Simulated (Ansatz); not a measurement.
**Run report: Ti16O33, geometry relaxation (part 1 of 4)**

The run: geometry relaxation of Ti16O33 (defect cell, 49 atoms in the cell). Method and program: DFT PBE, scalar-relativistic, plane waves, PAW, spin-polarised (Ansatz 0.2.0).

The structure derives from an entry of the Crystallography Open Database.

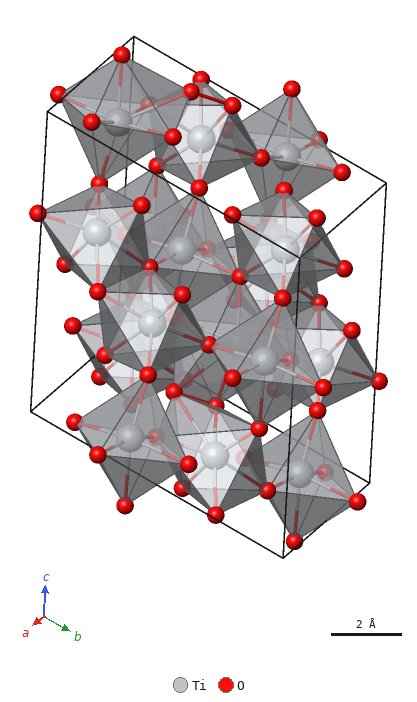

Figure 1. The structure as given in the input (polyhedral view of the cell of the calculation, seen slightly off an axis; polyhedra are completed across the faces of the cell). An atom can appear more than once, as a periodic image.

Input file
```yaml
crystal:
  lattice:
    - [-4.515, 5.497, 4.939]
    - [4.515, -5.497, 4.939]
    - [4.515, 5.497, -4.939]
  atoms:
    - { symbol: Ti, position: [0.2028312015, 0.1200792977, 0.0759314935] }
    - { symbol: Ti, position: [0.7165061416, 0.6272177824, 0.0886983822] }
    - { symbol: Ti, position: [0.7105, 0.125, 0.5855] }
    - { symbol: Ti, position: [0.2105, 0.625, 0.5855] }
    - { symbol: Ti, position: [0.0395, 0.125, 0.4145] }
    - { symbol: Ti, position: [0.5392171313, 0.6333115294, 0.4231793501] }
    - { symbol: Ti, position: [0.5438754527, 0.1296636279, 0.9132295555] }
    - { symbol: Ti, position: [0.0395, 0.625, 0.9145] }
    - { symbol: Ti, position: [0.7921056293, 0.3818780251, 0.4291463286] }
    - { symbol: Ti, position: [0.2895, 0.875, 0.4145] }
    - { symbol: Ti, position: [0.2894043033, 0.3714935237, 0.9117988474] }
    - { symbol: Ti, position: [0.7895, 0.875, 0.9145] }
    - { symbol: Ti, position: [0.9605, 0.375, 0.0855] }
    - { symbol: Ti, position: [0.4605, 0.875, 0.0855] }
    - { symbol: Ti, position: [0.4605, 0.375, 0.5855] }
    - { symbol: Ti, position: [0.9605, 0.875, 0.5855] }
    - { symbol: O, position: [0.3944351232, 0.3439498435, 0.3294352378] }
    - { symbol: O, position: [0.8920902092, 0.8467928268, 0.3306959396] }
    - { symbol: O, position: [0.894, 0.349, 0.831] }
    - { symbol: O, position: [0.394, 0.849, 0.831] }
    - { symbol: O, position: [0.018, 0.063, 0.169] }
    - { symbol: O, position: [0.5157507686, 0.5560996782, 0.1705658739], spin: 0.5 }
    - { symbol: O, position: [0.518, 0.063, 0.669] }
    - { symbol: O, position: [0.018, 0.563, 0.669] }
    - { symbol: O, position: [0.856, 0.187, 0.455] }
    - { symbol: O, position: [0.356, 0.687, 0.455] }
    - { symbol: O, position: [0.3581914358, 0.1851550205, 0.9534487539], spin: 0.5 }
    - { symbol: O, position: [0.856, 0.687, 0.955] }
    - { symbol: O, position: [0.7264540985, 0.4010868232, 0.0426751435], spin: 0.5 }
    - { symbol: O, position: [0.232, 0.901, 0.045] }
    - { symbol: O, position: [0.232, 0.401, 0.545] }
    - { symbol: O, position: [0.732, 0.901, 0.545] }
    - { symbol: O, position: [0.6050447925, 0.1491593876, 0.1619414922] }
    - { symbol: O, position: [0.106, 0.651, 0.169] }
    - { symbol: O, position: [0.106, 0.151, 0.669] }
    - { symbol: O, position: [0.606, 0.651, 0.669] }
    - { symbol: O, position: [0.982, 0.437, 0.331] }
    - { symbol: O, position: [0.482, 0.937, 0.331] }
    - { symbol: O, position: [0.4808114101, 0.4350919472, 0.8276334076] }
    - { symbol: O, position: [0.982, 0.937, 0.831] }
    - { symbol: O, position: [0.144, 0.313, 0.045] }
    - { symbol: O, position: [0.644, 0.813, 0.045] }
    - { symbol: O, position: [0.644, 0.313, 0.545] }
    - { symbol: O, position: [0.144, 0.813, 0.545] }
    - { symbol: O, position: [0.268, 0.099, 0.455] }
    - { symbol: O, position: [0.7725682099, 0.5986237455, 0.4581566439] }
    - { symbol: O, position: [0.768, 0.099, 0.955] }
    - { symbol: O, position: [0.268, 0.599, 0.955] }
    - { symbol: O, position: [0.5753769481, 0.4120258139, 0.160776895], spin: 0.5 }
magnetization:
  spin_polarized: true
basis:
  ecutwfc: 420
  fft_grid_basis: typed
kpoints:
  mp_grid: { grid: [2, 2, 2] }
hamiltonian:
  xc: pbe
  pseudopotentials: { kind: paw }
scf:
  occupations: { method: gaussian, width: 0.05 }
output:
  forces: true
  stress: false
  eigenvalues: false
  bader: false
  write_density: false
  volumetric_format: npy
  populations: true
relax:
  adjacent_minimum: "off"
  max_steps: 30
  f_tol: 0.05
```

Hardware: 4 threads of Arm Neoverse V2, 24 GiB of memory available, shared host.

Launch command:
```bash
ansatz run input.yaml --threads 4 --pin off --max-ram 10240MiB --backend cpu --events-out ev --progress --plain --runs-dir out
```

Output
```
settings of this run that can trade accuracy for cost: output.eigenvalues: false. Do not mix this run's numbers with those of runs without the same settings; the input reference describes each key
Engine: ansatz 0.2.0, aarch64-unknown-linux-gnu
Pseudopotentials: kind: paw
Pseudopotential: Ti, paw, valence charge 12, recommended cutoff 420 eV (normal), Ti.paw.azcp
Pseudopotential: O, paw, valence charge 6, recommended cutoff 420 eV (normal), O.paw.azcp
Functional definition: PBE
  parameter kappa = 0.804
  parameter beta = 0.06672455060314922
  exchange = pbe_x(kappa = kappa, mu = beta*pi^2/3)
  correlation = pbe_c(beta = beta)
Crystal: 49 atoms, lattice volume = 490.323 Å³
Basis set: ecut = 420 eV, 9621 PW (Γ), exchange–correlation on 120×120×120 points (8 copies of the dense FFT grid, shifted against one another)
Bands: 245, of which v1, the nominal top of the filled ones, is band 195 counted from 1 (194 counted from 0)
Symmetry: 1 space group operations
Space group: P1 (ITA 1), of the structure as read, at distance tolerance 7.9e-5 Å
Magnetic group: BNS 1.1 (UNI 1), of the structure as read, at distance tolerance 7.9e-5 Å
k-points: 8
Non-local potential: Ti, projectors of the file, l = 0: 3, l = 1: 2, l = 2: 3, l = 3: 1
Non-local potential: O, projectors of the file, l = 0: 2, l = 1: 2, l = 2: 1
PAW form: soft (Blöchl's): semilocal exchange-correlation on the pseudo side does not see the compensation charge
PAW one-centre angular grid: Ti, 590 points (default); XC on 64 Gauss nodes
PAW one-centre angular grid: O, 110 points (default); XC on 64 Gauss nodes
Initial density: superposition of atomic densities (chi_scale 0.1, normalization cell, long waves kept (reshape's long-wave potential 0.19 eV rms))
Starting moments: Σ|m| = 2 μB on 4 of 49 sites
Initial wavefunctions: pseudopotential atomic-orbital guess
Functional: x = pbe(κ = 0.804, μ = 0.2195149727645171), c = pbe(β = 0.06672455060314922)
SCF iter   1: F=—  HF=-58778.053681 eV  |F-HF|=—  |Δ(HF+E_count)|=         —  Δρ=4.87e-2 (↑4.87e-2 ↓4.58e-2)  dr2=7.64e1  dr2_m=3.94e-1  M=1.080 μB ∫|m|=1.520 μB  β_m=0.30  ethr=3.10e-3  ⟨swp⟩=4.8  Hψ=14534  notcnv=0  defer=12
Mixer restart at iter 1: flushing history
preconditioner: auto → Kerker (q_TF=auto, 2.626 Å⁻¹)  [metal: Δε(μ)=0.002 eV  Ē_g=9.850 eV  σ=0.050 eV  W_gap=0.03  n_scr=154 (ndim 8)  ℏωp=27.1 eV  f_vac=0.000  D(μ)=32.32/eV (n_scr^D=346)]
spin=Collinear: Kerker preconditioning applied to the charge; magnetization (m = ρ↑ − ρ↓) channel mixes plain (no charge-response kernel on spin).
SCF iter   2: F=—  HF=-58773.658317 eV  |F-HF|=—  |Δ(HF+E_count)|=    4.40e0  Δρ=2.81e-2 (↑2.81e-2 ↓2.65e-2)  dr2=2.74e1  dr2_m=1.90e-1  M=0.493 μB ∫|m|=1.452 μB  β_m=0.46  ethr=3.10e-3  ⟨swp⟩=2.0  Hψ=6888  notcnv=0  defer=520
SCF iter   3: F=—  HF=-58772.280800 eV  |F-HF|=—  |Δ(HF+E_count)|=    1.38e0  Δρ=1.81e-2 (↑1.36e-2 ↓1.81e-2)  dr2=4.06e0  dr2_m=1.22e-1  M=0.000 μB ∫|m|=0.970 μB  β_m=0.65  ethr=3.10e-3  ⟨swp⟩=3.6  Hψ=6801  notcnv=0  defer=529
SCF iter   4: F=—  HF=-58774.844448 eV  |F-HF|=—  |Δ(HF+E_count)|=    2.56e0  Δρ=9.96e-3 (↑7.68e-3 ↓9.96e-3)  dr2=1.26e0  dr2_m=4.82e-2  M=0.000 μB ∫|m|=0.577 μB  β_m=0.72  ethr=1.04e-3  ⟨swp⟩=2.2  Hψ=6806  notcnv=0  defer=606
SCF iter   5: F=—  HF=-58775.114368 eV  |F-HF|=—  |Δ(HF+E_count)|=   2.70e-1  Δρ=4.17e-3 (↑3.78e-3 ↓4.17e-3)  dr2=2.79e-1  dr2_m=8.93e-3  M=0.000 μB ∫|m|=0.252 μB  β_m=0.76  ethr=3.22e-4  ⟨swp⟩=2.6  Hψ=6240  notcnv=0  defer=606
SCF iter   6: F=—  HF=-58775.144684 eV  |F-HF|=—  |Δ(HF+E_count)|=         —  Δρ=2.32e-3 (↑2.32e-3 ↓2.09e-3)  dr2=9.79e-2  dr2_m=3.66e-3  M=0.000 μB ∫|m|=0.128 μB  β_m=0.76  ethr=7.15e-5  ⟨swp⟩=2.0  Hψ=6446  notcnv=0  defer=646
Mixer restart at iter 6: flushing history
SCF iter   7: F=—  HF=-58775.154594 eV  |F-HF|=—  |Δ(HF+E_count)|=   9.91e-3  Δρ=1.78e-3 (↑1.78e-3 ↓1.69e-3)  dr2=6.19e-2  dr2_m=1.18e-3  M=0.000 μB ∫|m|=0.077 μB  β_m=0.69  ethr=2.51e-5  ⟨swp⟩=2.0  Hψ=6116  notcnv=0  defer=646
SCF iter   8: F=—  HF=-58775.151615 eV  |F-HF|=—  |Δ(HF+E_count)|=   2.98e-3  Δρ=9.55e-4 (↑9.55e-4 ↓7.91e-4)  dr2=2.14e-2  dr2_m=6.69e-4  M=0.000 μB ∫|m|=0.058 μB  β_m=0.80  ethr=1.59e-5  ⟨swp⟩=2.0  Hψ=5854  notcnv=0  defer=646
SCF iter   9: F=—  HF=-58775.154606 eV  |F-HF|=—  |Δ(HF+E_count)|=   2.99e-3  Δρ=5.61e-4 (↑5.33e-4 ↓5.61e-4)  dr2=7.63e-3  dr2_m=1.18e-4  M=0.000 μB ∫|m|=0.024 μB  β_m=0.70  ethr=5.48e-6  ⟨swp⟩=2.0  Hψ=5744  notcnv=0  defer=646
SCF iter  10: F=—  HF=-58775.154590 eV  |F-HF|=—  |Δ(HF+E_count)|=   1.57e-5  Δρ=1.82e-4 (↑1.82e-4 ↓1.81e-4)  dr2=1.41e-3  dr2_m=1.47e-6  M=0.000 μB ∫|m|=0.002 μB  β_m=0.72  ethr=1.96e-6  ⟨swp⟩=2.0  Hψ=5857  notcnv=0  defer=646
SCF iter  11: F=—  HF=-58775.154598 eV  |F-HF|=—  |Δ(HF+E_count)|=   8.02e-6  Δρ=1.24e-4 (↑1.24e-4 ↓9.91e-5)  dr2=4.25e-4  dr2_m=2.54e-6  M=0.000 μB ∫|m|=0.004 μB  β_m=0.70  ethr=3.60e-7  ⟨swp⟩=2.0  Hψ=5488  notcnv=0  defer=646
SCF iter  12: F=—  HF=-58775.154612 eV  |F-HF|=—  |Δ(HF+E_count)|=   1.36e-5  Δρ=5.70e-5 (↑5.70e-5 ↓4.53e-5)  dr2=9.15e-5  dr2_m=2.26e-6  M=0.000 μB ∫|m|=0.003 μB  β_m=0.85  ethr=1.09e-7  ⟨swp⟩=2.0  Hψ=6016  notcnv=0  defer=646
SCF iter  13: F=—  HF=-58775.154612 eV  |F-HF|=—  |Δ(HF+E_count)|=   4.20e-7  Δρ=4.50e-5 (↑3.93e-5 ↓4.50e-5)  dr2=4.74e-5  dr2_m=3.06e-7  M=0.000 μB ∫|m|=0.002 μB  β_m=0.77  ethr=1.60e-8  ⟨swp⟩=2.0  Hψ=10841  notcnv=0
SCF iter  14: F=-58775.154594 eV  HF=-58775.154607 eV  |F-HF|=1.32e-5  |Δ(HF+E_count)|=   4.96e-6  Δρ=2.76e-5 (↑2.25e-5 ↓2.76e-5)  dr2=1.81e-5  dr2_m=5.63e-8  M=0.000 μB ∫|m|=0.001 μB  ethr=1.22e-8  ⟨swp⟩=3.0  Hψ=8658  notcnv=0
WARN: the starting moments were not kept: the SCF closed with an absolute magnetisation of 8.5e-4 μB, where they sum to 2 μB in size (4 sites). That is at most 0.1 of that sum. Measured as dr2_m measures the in/out step, that magnetisation stands 1.0e-7 eV from none, at or under the dr2_threshold of 6.3e-5 eV: it is no larger than a step whose dr2_m would equal this threshold. The system may hold no moment; this SCF shows only that its start led to no more than that. To try another start: raise the starting moments (crystal.atoms[].spin, magnetization.per_species, magnetization.initial_magnetization, or on a non-collinear deck that types none of these the spinor_matrix: blocks that start its atoms; where the total moment is fixed, keep their sum and leave initial_magnetization as it is; typed ones take the place of any that the run laid by itself, positive ones on a crystal's lanthanoids without a Hubbard term where scf.initial_density.shell_occupations: [] is typed) or, if the notice of its spin-set hold's release reads "site moments contracting" or "site moments show no strong build", lengthen the hold (scf.mixing.spin_hold: { on: { confirm: 4 } }; for m-r²SCAN on two components see the key's manual first). Each may lead to a state that holds a moment. A second SCF, from the converged charge density, with the starting moments and any scf.initial_density.shell_occupations laid on it anew, would have followed, and was not run: the deck does not ask for one (magnetization.retry_lost_moments is false, the default). To let it run, set magnetization.retry_lost_moments: true and run the deck again, where that key's refused combinations let it; where memory then withholds it, that run's warning says so.
SCF 1 converged in 14 iterations: F = -58775.154594 eV  dr2 = 1.81e-5
  greatest PAW one-centre occupation: 0.999 electrons in one spin orbital (limit 2), on the Ti atom at site 14 (counted from 0), in its partial waves of l = 0
relax step   1: F+E_penalty+E_count = -58775.15459412 eV  Δ(F+E_penalty+E_count) = +0.000e0 eV  max|allowed force component| = 6.242e0 eV/Å  Δτ_max = 0.0000 Å  (14 SCF iters, dr2 threshold 6.25e-5 eV, accepted)
Initial density: handed on by an earlier stage of this run
Starting moments: Σ|m| = 2 μB on 4 of 49 sites; this step starts from the density that it was given
Initial wavefunctions: those handed on with the density
iter 1 solved again at ethr=2.06e-4 eV; its pass at ethr=3.10e-3 eV (dr2=8.03e-1 eV) is discarded
SCF iter   1: F=—  HF=-58778.581528 eV  |F-HF|=—  |Δ(HF+E_count)|=         —  Δρ=1.13e-2 (↑1.06e-2 ↓1.13e-2)  dr2=8.09e-1  dr2_m=6.70e-2  M=0.000 μB ∫|m|=0.089 μB  β_m=0.30  ethr=2.06e-4  ⟨swp⟩=1.4  Hψ=12189  notcnv=0  defer=622
preconditioner: auto → Resta (q_TF=auto, 2.626 Å⁻¹)  ε∞=8.7  [insulator: Δε(μ)=1.707 eV  Ē_g=9.768 eV  σ=0.050 eV  W_gap=1.00  n_scr=154 (ndim 8)  ℏωp=27.1 eV  f_vac=0.016  D(μ)=0.00/eV (n_scr^D=0)  ε∞_Penn≈8.7]
spin=Collinear: Resta preconditioning applied to the charge; magnetization (m = ρ↑ − ρ↓) channel mixes plain (no charge-response kernel on spin).
SCF iter   2: F=—  HF=-58778.630062 eV  |F-HF|=—  |Δ(HF+E_count)|=   4.85e-2  Δρ=7.66e-3 (↑7.23e-3 ↓7.66e-3)  dr2=3.29e-1  dr2_m=3.67e-2  M=0.000 μB ∫|m|=0.066 μB  β_m=0.54  ethr=2.06e-4  ⟨swp⟩=2.0  Hψ=6194  notcnv=0  defer=622
SCF iter   3: F=—  HF=-58778.662435 eV  |F-HF|=—  |Δ(HF+E_count)|=   3.24e-2  Δρ=2.03e-3 (↑2.03e-3 ↓2.01e-3)  dr2=4.36e-2  dr2_m=2.90e-3  M=0.000 μB ∫|m|=0.020 μB  β_m=0.59  ethr=8.44e-5  ⟨swp⟩=2.0  Hψ=6778  notcnv=0  defer=630
SCF iter   4: F=—  HF=-58778.663018 eV  |F-HF|=—  |Δ(HF+E_count)|=   5.83e-4  Δρ=7.28e-4 (↑7.28e-4 ↓6.77e-4)  dr2=8.22e-3  dr2_m=1.12e-4  M=0.000 μB ∫|m|=0.005 μB  β_m=0.62  ethr=1.12e-5  ⟨swp⟩=2.0  Hψ=6162  notcnv=0  defer=630
SCF iter   5: F=—  HF=-58778.664025 eV  |F-HF|=—  |Δ(HF+E_count)|=   1.01e-3  Δρ=3.04e-4 (↑3.04e-4 ↓2.89e-4)  dr2=1.26e-3  dr2_m=3.39e-6  M=0.000 μB ∫|m|=0.002 μB  β_m=0.63  ethr=2.11e-6  ⟨swp⟩=2.0  Hψ=6016  notcnv=0  defer=630
SCF iter   6: F=—  HF=-58778.664480 eV  |F-HF|=—  |Δ(HF+E_count)|=   4.55e-4  Δρ=1.37e-4 (↑1.37e-4 ↓1.33e-4)  dr2=2.91e-4  dr2_m=1.67e-6  M=0.000 μB ∫|m|=0.001 μB  β_m=0.66  ethr=3.23e-7  ⟨swp⟩=2.0  Hψ=6016  notcnv=0  defer=630
SCF iter   7: F=—  HF=-58778.664561 eV  |F-HF|=—  |Δ(HF+E_count)|=   8.13e-5  Δρ=5.77e-5 (↑5.77e-5 ↓5.75e-5)  dr2=5.32e-5  dr2_m=2.29e-7  M=0.000 μB ∫|m|=0.000 μB  β_m=0.72  ethr=7.46e-8  ⟨swp⟩=2.0  Hψ=6016  notcnv=0  defer=630
SCF iter   8: F=-58778.664555 eV  HF=-58778.664571 eV  |F-HF|=1.60e-5  |Δ(HF+E_count)|=   9.77e-6  Δρ=3.73e-5 (↑3.64e-5 ↓3.73e-5)  dr2=2.29e-5  dr2_m=8.66e-9  M=0.000 μB ∫|m|=0.000 μB  ethr=1.37e-8  ⟨swp⟩=1.0  Hψ=9538  notcnv=0
the starting moments were not kept: the SCF closed with an absolute magnetisation of 9.4e-5 μB, where they sum to 2 μB in size (4 sites). That is at most 0.1 of that sum. Measured as dr2_m measures the in/out step, that magnetisation stands 1.7e-9 eV from none, at or under the dr2_threshold of 1.0e-4 eV: it is no larger than a step whose dr2_m would equal this threshold.
SCF 2 converged in 8 iterations: F = -58778.664555 eV  dr2 = 2.29e-5
  greatest PAW one-centre occupation: 0.999 electrons in one spin orbital (limit 2), on the Ti atom at site 7 (counted from 0), in its partial waves of l = 0
relax step   2: F+E_penalty+E_count = -58778.66455504 eV  Δ(F+E_penalty+E_count) = -3.510e0 eV  max|allowed force component| = 3.436e0 eV/Å  Δτ_max = 0.1986 Å  (8 SCF iters, dr2 threshold 1.00e-4 eV, accepted)
[... from here on the SCF iterations and repeated set-up lines of each step are left out, up to the last step ...]
SCF 3 converged in 7 iterations: F = -58780.053047 eV  dr2 = 3.12e-5
relax step   3: F+E_penalty+E_count = -58780.05304683 eV  Δ(F+E_penalty+E_count) = -1.388e0 eV  max|allowed force component| = 1.527e0 eV/Å  Δτ_max = 0.1986 Å  (7 SCF iters, dr2 threshold 1.00e-4 eV, accepted)
SCF 4 converged in 7 iterations: F = -58780.558347 eV  dr2 = 2.76e-5
relax step   4: F+E_penalty+E_count = -58780.55834730 eV  Δ(F+E_penalty+E_count) = -5.053e-1 eV  max|allowed force component| = 9.528e-1 eV/Å  Δτ_max = 0.2000 Å  (7 SCF iters, dr2 threshold 1.00e-4 eV, accepted)
SCF 5 converged in 7 iterations: F = -58780.814590 eV  dr2 = 2.38e-5
relax step   5: F+E_penalty+E_count = -58780.81459037 eV  Δ(F+E_penalty+E_count) = -2.562e-1 eV  max|allowed force component| = 8.682e-1 eV/Å  Δτ_max = 0.1954 Å  (7 SCF iters, dr2 threshold 1.00e-4 eV, accepted)
SCF 6 converged in 8 iterations: F = -58780.730492 eV  dr2 = 1.03e-5
relax step   6: F+E_penalty+E_count = -58780.73049212 eV  Δ(F+E_penalty+E_count) = +8.410e-2 eV  max|allowed force component| = 5.752e-1 eV/Å  Δτ_max = 0.2000 Å  (8 SCF iters, dr2 threshold 1.00e-4 eV, rejected (line search))
SCF 7 converged in 11 iterations: F = -58780.870959 eV  dr2 = 2.95e-8
relax step   7: F+E_penalty+E_count = -58780.87095943 eV  Δ(F+E_penalty+E_count) = -5.637e-2 eV  max|allowed force component| = 2.613e-1 eV/Å  Δτ_max = 0.1000 Å  (11 SCF iters, accepted)
SCF 8 converged in 8 iterations: F = -58780.847600 eV  dr2 = 1.70e-6
relax step   8: F+E_penalty+E_count = -58780.84759999 eV  Δ(F+E_penalty+E_count) = +2.336e-2 eV  max|allowed force component| = 3.456e-1 eV/Å  Δτ_max = 0.1000 Å  (8 SCF iters, dr2 threshold 6.18e-6 eV, rejected (line search))
SCF 9 converged in 10 iterations: F = -58780.881731 eV  dr2 = 3.01e-8
relax step   9: F+E_penalty+E_count = -58780.88173053 eV  Δ(F+E_penalty+E_count) = -1.077e-2 eV  max|allowed force component| = 1.333e-1 eV/Å  Δτ_max = 0.0485 Å  (10 SCF iters, accepted)
SCF 10 converged in 9 iterations: F = -58780.884882 eV  dr2 = 2.60e-8
relax step  10: F+E_penalty+E_count = -58780.88488169 eV  Δ(F+E_penalty+E_count) = -3.151e-3 eV  max|allowed force component| = 2.190e-1 eV/Å  Δτ_max = 0.0246 Å  (9 SCF iters, accepted)
SCF 11 converged in 5 iterations: F = -58780.887385 eV  dr2 = 5.07e-6
relax step  11: F+E_penalty+E_count = -58780.88738518 eV  Δ(F+E_penalty+E_count) = -2.503e-3 eV  max|allowed force component| = 3.963e-2 eV/Å  Δτ_max = 0.0135 Å  (5 SCF iters, dr2 threshold 1.25e-5 eV, accepted)
iter 1 solved again at ethr=1.30e-9 eV; its pass at ethr=3.10e-3 eV (dr2=5.06e-6 eV) is discarded
SCF iter   1: F=—  HF=-58780.887386 eV  |F-HF|=—  |Δ(HF+E_count)|=         —  Δρ=1.76e-5 (↑1.76e-5 ↓1.66e-5)  dr2=5.06e-6  dr2_m=1.61e-8  M=0.000 μB ∫|m|=0.000 μB  β_m=0.65  ethr=1.30e-9  ⟨swp⟩=1.0  Hψ=9152  notcnv=0  defer=620
preconditioner: auto → Resta (q_TF=auto, 2.626 Å⁻¹)  ε∞=8.7  [insulator: Δε(μ)=2.345 eV  Ē_g=9.780 eV  σ=0.050 eV  W_gap=1.00  n_scr=154 (ndim 8)  ℏωp=27.1 eV  f_vac=0.014  D(μ)=0.00/eV (n_scr^D=0)  ε∞_Penn≈8.7]
spin=Collinear: Resta preconditioning applied to the charge; magnetization (m = ρ↑ − ρ↓) channel mixes plain (no charge-response kernel on spin).
SCF iter   2: F=—  HF=-58780.887387 eV  |F-HF|=—  |Δ(HF+E_count)|=   2.01e-7  Δρ=1.00e-5 (↑1.00e-5 ↓9.81e-6)  dr2=2.17e-6  dr2_m=3.59e-9  M=0.000 μB ∫|m|=0.000 μB  β_m=0.58  ethr=1.30e-9  ⟨swp⟩=2.0  Hψ=6016  notcnv=0  defer=620
SCF iter   3: F=—  HF=-58780.887387 eV  |F-HF|=—  |Δ(HF+E_count)|=   4.20e-8  Δρ=6.23e-6 (↑6.23e-6 ↓6.15e-6)  dr2=9.73e-7  dr2_m=1.18e-9  M=0.000 μB ∫|m|=0.000 μB  β_m=0.66  ethr=5.56e-10  ⟨swp⟩=2.0  Hψ=5411  notcnv=0  defer=620
SCF iter   4: F=-58780.887387 eV  HF=-58780.887387 eV  |F-HF|=1.75e-8  |Δ(HF+E_count)|=   5.32e-8  Δρ=2.02e-6 (↑2.02e-6 ↓1.96e-6)  dr2=6.98e-8  dr2_m=9.80e-11  M=0.000 μB ∫|m|=0.000 μB  ethr=2.56e-11  ⟨swp⟩=2.0  Hψ=13120  notcnv=0
the starting moments were not kept: the SCF closed with an absolute magnetisation of 3.6e-6 μB, where they sum to 2 μB in size (4 sites). That is at most 0.1 of that sum. Measured as dr2_m measures the in/out step, that magnetisation stands 5.0e-12 eV from none, at or under the dr2_threshold of 1.0e-7 eV: it is no larger than a step whose dr2_m would equal this threshold.
SCF 12 converged in 4 iterations: F = -58780.887387 eV  dr2 = 6.98e-8
relax step  12: F+E_penalty+E_count = -58780.88738672 eV  Δ(F+E_penalty+E_count) = -1.539e-6 eV  max|allowed force component| = 3.989e-2 eV/Å  Δτ_max = 0.0000 Å  (4 SCF iters, accepted)
```
